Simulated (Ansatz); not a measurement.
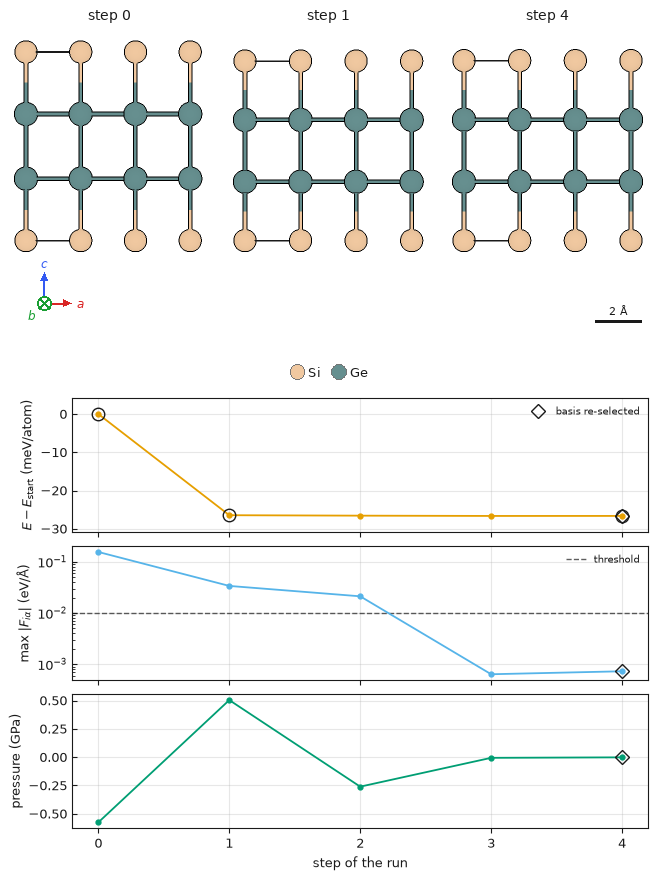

Frames of a relaxation of a crystal of SiGe$_{2}$ (a generated structure, set up in P6/mmm), marked on the history of the run. A ball-and-stick model of the cell of the calculation, repeated 3 × 1 × 1 with one cell outlined, seen along the b axis.

These are results of Ansatz, DFT PBE, scalar-relativistic, plane waves, PAW, not measurements.

The input:
```yaml
crystal:
  lattice:
    - [2.7633700048, 0.0, 0.0]
    - [-1.3816850024, 2.3931486242, 0.0]
    - [0.0, 0.0, 8.2455934722]
  atoms:
    - { symbol: Si, position: [0.0, 0.0, 0.0] }
    - { symbol: Ge, position: [0.0, 0.0, 0.3286948841] }
    - { symbol: Ge, position: [0.0, 0.0, 0.6713051159] }
basis:
  ecutwfc: 420
kpoints:
  mp_grid: { grid: [18, 18, 6] }
hamiltonian:
  xc: pbe
scf:
  occupations: { method: gaussian, width: 0.1 }
output:
  forces: true
  stress: true
  eigenvalues: true
  write_density: true
  write_potential: true
  elf: true
  volumetric_format: npy
relax:
  adjacent_minimum: "off"
  f_tol: 0.01
  max_steps: 80
  cell: { stress_tol: 0.05 }
```

Command:
```bash
ansatz run input.yaml --threads 1 --pin off --max-ram 2560MiB --backend cpu --events-out ev --progress --plain --runs-dir out
```

Describe the path.

Over 3 accepted moves (4 points after the start) the energy falls by 26.6 meV per atom. The largest force component goes from 0.16 to 0.00073 eV/Å. Pressure: −0.58 GPa at the start and 0.00 GPa at the end. The SCF was repeated once at an unchanged geometry on a basis and grid sized afresh for the cell, which shifted the energy by less than 0.05 meV per atom at most. The largest moves relative to the cell, 0.005 Å, are those of Ge2 and Ge3. Ge2 goes along −c. Si stays in place. The drawn cell changes as follows: a = b 2.763 → 2.811 Å (+1.7 %), c 8.246 → 7.868 Å (−4.6 %); the volume changes by −1.3 %. Some distances before and after: Si1–Ge2 2.710 → 2.581 Å, Ge2–Ge3 2.825 → 2.705 Å, Ge2–Ge2 2.763 → 2.811 Å. The space group stays P6/mmm (No. 191). Cost: 49 s on 1 thread of Arm Neoverse V1, with other jobs on the host, peak memory 0.45 GiB. From step 0 to 1: volume −1.9 %, energy −26.5 meV per atom. From step 1 to 4: volume +0.7 %, energy −0.2 meV per atom.
